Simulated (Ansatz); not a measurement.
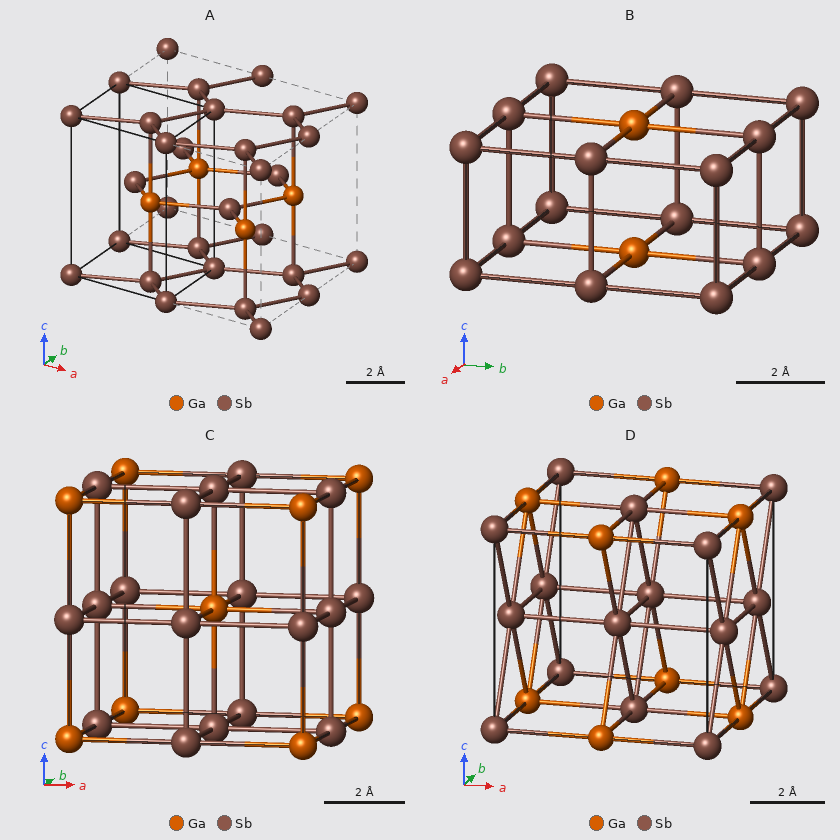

Four structures of GaSb$_{3}$, each relaxed to rest (conventional cells in solid outline, small ones repeated, each panel with its own scale). Method: Ansatz, DFT PBE, scalar-relativistic, plane waves, PAW, without spin polarisation.

> Give the type and space group of each panel.

A: 4 atoms a cell on a primitive hexagonal lattice, P-6m2; B: 4 atoms a cell on a primitive tetragonal lattice, P4/mmm; C: 8 atoms a cell on a body-centred cubic lattice, Im-3m; D: 8 atoms a cell on a base-centred orthorhombic lattice, Cmmm.

> Rank them by energy, lowest first.

C, then B (+19 meV/atom), D (+45 meV/atom) and A (+263 meV/atom), energies at zero smearing.

> Collect the results in a table.

| panel | structure | E − E(lowest) (meV/atom) | volume (Å³/atom) | gap (eV) |
| --- | --- | --- | --- | --- |
| C | Im-3m | 0 | 27.6 | metal |
| B | P4/mmm | 19 | 28.1 | metal |
| D | Cmmm | 45 | 27.0 | metal |
| A | P-6m2 | 263 | 30.9 | metal |

Some of these may be structure types tried for this composition rather than known phases, and the most stable form need not be among them. Gaps are taken on the k-mesh or band path of each run.
